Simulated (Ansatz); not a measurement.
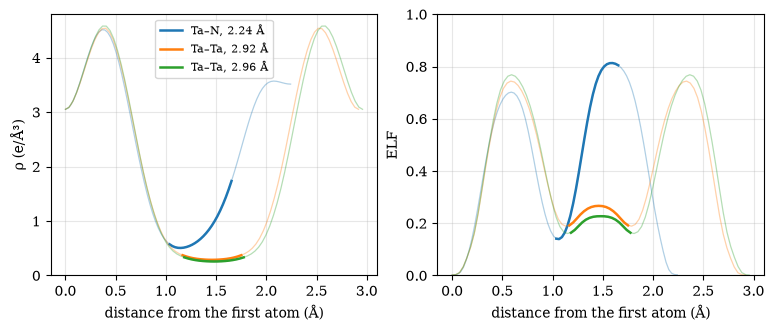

TaN. Valence charge density (pseudo) and ELF along straight lines between neighbouring atoms. Thin, pale parts lie inside the atomic spheres.

Space group P6₃/mmc.

Theory: Ansatz, DFT PBE, scalar-relativistic, plane waves, PAW.

In a PAW calculation such maps are meaningful between the atoms, not at the nuclei.

What can be read from the curves?

Ta–N (2.24 Å): ρ is about 0.51 e/Å³ halfway; the ELF peaks at about 0.80 in the valence shell of N, 0.6 Å from its nucleus, and is about 0.15 at the midpoint: no shared electron pair shows on this line.
Ta–Ta (2.92 Å): the density is about 0.29 e/Å³ at the midpoint; the ELF is about 0.25 at the midpoint (no localised pair shows between them).
Ta–Ta (2.96 Å): ρ at the midpoint is about 0.26 e/Å³; the ELF is about 0.25 at the midpoint: no localised pair shows between them.
